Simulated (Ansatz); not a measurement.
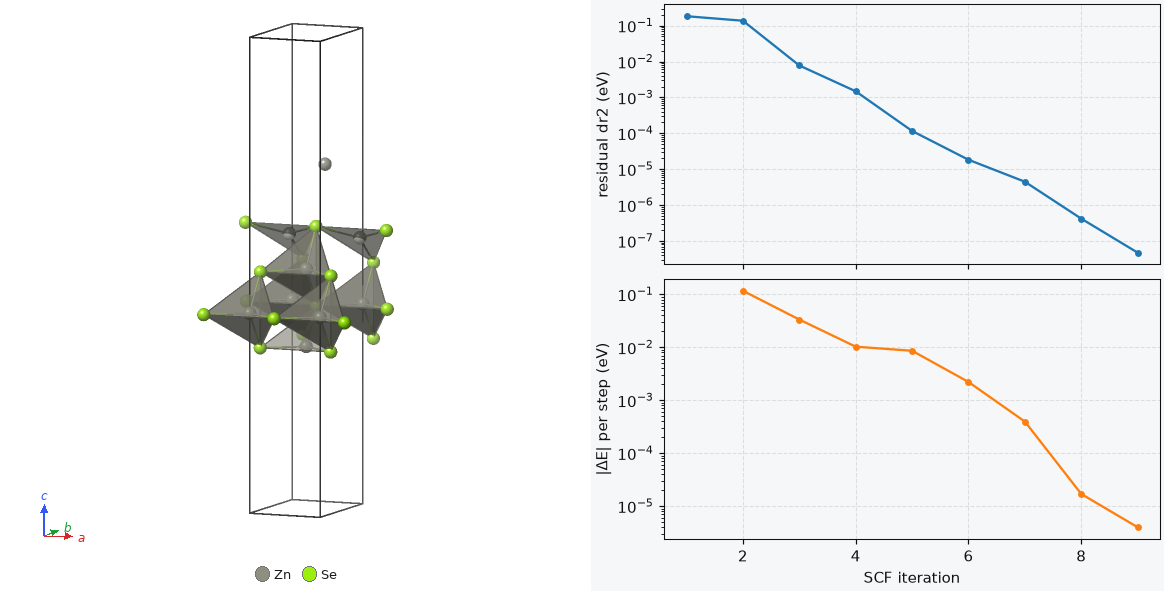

Beside the plot: the structure.

The plot shows the SCF iterations of a calculation: density residual dr2, step-to-step change of the Harris–Foulkes energy. The starting density is a sum of atomic densities corrected by a trained network.

Zn₅Se₄ (slab, 9 atoms in the cell), run with Ansatz.

```
crystal:
  lattice:
    - [3.9832742834, 0.0, 0.0]
    - [0.0, 5.6332005142, 0.0]
    - [0.0, 0.0, 24.9749114251]
  atoms:
    - { symbol: Zn, position: [0.5, 0.5, 0.3403415474] }
    - { symbol: Se, position: [0.0, 0.25, 0.3403415474] }
    - { symbol: Zn, position: [0.0, 0.0, 0.4200870611] }
    - { symbol: Se, position: [0.5, 0.75, 0.4200870611] }
    - { symbol: Zn, position: [0.5, 0.5037118253, 0.5030939648] }
    - { symbol: Se, position: [0.0, 0.2545580857, 0.4997277091] }
    - { symbol: Zn, position: [0.0, -0.068322619, 0.5608933426] }
    - { symbol: Se, position: [0.5, 0.7302282294, 0.5860469351] }
    - { symbol: Zn, position: [0.5, 0.9429970157, 0.7107240902] }
basis:
  ecutwfc: 420
  ecutrho_ratio: 1
kpoints:
  mp_grid: { grid: [7, 5, 1] }
hamiltonian:
  xc: pbesol
scf:
  occupations: { method: gaussian, width: 0.05 }
  max_iter: 75
output:
  forces: true
  eigenvalues: true
efield:
  axis: 3
  dipole_correction: true
  ramp_width: 0.04
```

Run as:
```bash
ansatz run input.yaml --threads 4 --pin off --max-ram 10240MiB --backend cpu --events-out ev --progress --plain --runs-dir out
```

Q: Was self-consistency reached?

A: The run converged; it took 9 iterations. The residual falls at every step. From the first spectrum the program read the system as an insulator and chose the Resta preconditioner.

Q: Is anything amiss with this input?

A: The input holds an odd setting (a density cutoff under four times that of the waves). The SCF closed; whether the result suffers can't be told from this run alone.
